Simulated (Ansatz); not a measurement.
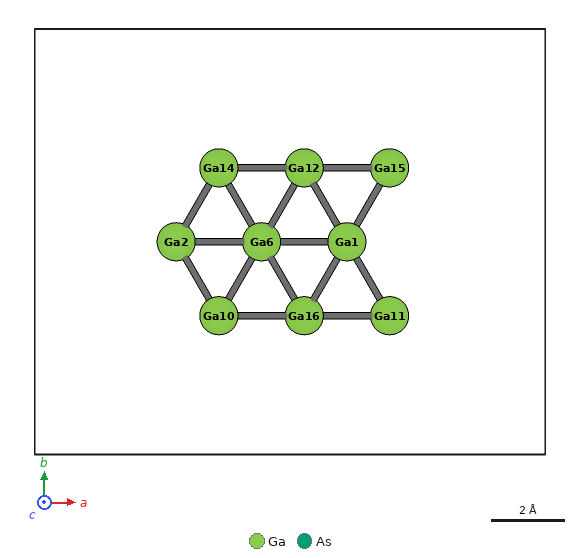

Starting structure of a wire of composition GaAs. The picture is a ball-and-stick view of the cell of the calculation, with the vacuum cut short, seen along the c axis.

Case: wire along [1 1 1], 18 atoms a period.

Theory: DFT PBE, scalar-relativistic, plane waves, PAW in Ansatz 0.2.0.

The input:
```yaml
crystal:
  lattice:
    - [14.9, 0.0, 0.0]
    - [0.0, 13.4, 0.0]
    - [0.0, 0.0, 9.9512979906]
  atoms:
    - { symbol: Ga, position: [0.6180642666, 0.5, 0.0], spin: 0.3 }
    - { symbol: Ga, position: [0.3032262223, 0.5, 0.6666666667], spin: 0.3 }
    - { symbol: As, position: [0.6967737777, 0.6515895669, 0.0833333333], spin: 0.3 }
    - { symbol: As, position: [0.5393547555, 0.3484104331, 0.4166666667], spin: 0.3 }
    - { symbol: As, position: [0.3819357334, 0.6515895669, 0.75], spin: 0.3 }
    - { symbol: Ga, position: [0.4606452445, 0.5, 0.3333333333], spin: 0.3 }
    - { symbol: As, position: [0.6967737777, 0.3484104331, 0.0833333333], spin: 0.3 }
    - { symbol: As, position: [0.5393547555, 0.6515895669, 0.4166666667], spin: 0.3 }
    - { symbol: As, position: [0.3819357334, 0.3484104331, 0.75], spin: 0.3 }
    - { symbol: Ga, position: [0.3819357334, 0.3484104331, 0.0], spin: 0.3 }
    - { symbol: Ga, position: [0.6967737777, 0.3484104331, 0.3333333333], spin: 0.3 }
    - { symbol: Ga, position: [0.5393547555, 0.6515895669, 0.6666666667], spin: 0.3 }
    - { symbol: As, position: [0.4606452445, 0.5, 0.0833333333], spin: 0.3 }
    - { symbol: Ga, position: [0.3819357334, 0.6515895669, 0.0], spin: 0.3 }
    - { symbol: Ga, position: [0.6967737777, 0.6515895669, 0.3333333333], spin: 0.3 }
    - { symbol: Ga, position: [0.5393547555, 0.3484104331, 0.6666666667], spin: 0.3 }
    - { symbol: As, position: [0.3032262223, 0.5, 0.4166666667], spin: 0.3 }
    - { symbol: As, position: [0.6180642666, 0.5, 0.75], spin: 0.3 }
basis:
  ecutwfc: 420
kpoints:
  mp_grid: { grid: [1, 1, 6] }
hamiltonian:
  xc: pbe
scf:
  occupations: { method: gaussian, width: 0.05 }
  lower_state_search: "off"
output:
  forces: true
  stress: true
  eigenvalues: true
  populations: true
  write_density: true
  write_potential: true
  elf: true
  volumetric_format: npy
magnetization:
  spin_polarized: true
relax:
  adjacent_minimum: "off"
  f_tol: 0.02
  max_steps: 45
  cell: { fix: [a, b, alpha, beta, gamma], stress_tol: 0.03 }
```

Command:
```bash
ansatz run input.yaml --threads 4 --pin off --max-ram 11264MiB --backend cpu --events-out ev --progress --plain --runs-dir out
```

### What does the optimiser find from here?

After 16 accepted moves (19 points after the start) the energy has fallen by 5.440 eV per cell of the calculation. The largest force component goes from 0.93 to 0.012 eV/Å. The line search rejected the trial steps at points 11, 14 of the run. At 1 point the geometry stayed and the basis and grid were re-selected for the new cell (energy shift of 3.7 meV per cell of the calculation at most each time). The largest moves relative to the centre of the atoms, 1.16 Å, are those of Ga11 and Ga15. By element the largest moves are Ga 1.16 Å, As 1.13 Å. Along the periodic axis the drawn cell goes c 9.951 → 9.496 Å (−4.6 %). Among the contacts that change: As3–As7 4.063 → 2.530 Å, As4–Ga11 2.488 → 2.343 Å, As3–Ga15 2.488 → 2.361 Å, As4–Ga6 2.488 → 2.602 Å. Bond angles that change, for instance: As3–Ga15–As8 109.5° → 171.0°, As3–Ga1–As7 109.5° → 59.2°, As5–Ga12–As18 109.5° → 137.9°. The program noted that the starting moments weren't kept. The run may lie on a higher electronic state than the lowest, so the end point isn't shown to be the ground-state structure. Cost: 16 min on 4 threads of AMD EPYC 9R45 96-Core Processor (Zen 5) (shared host), peak memory 6.4 GiB.

After the run, drawn alike:

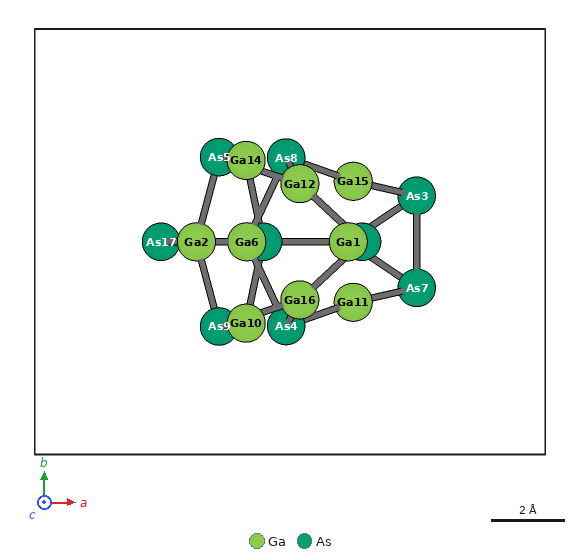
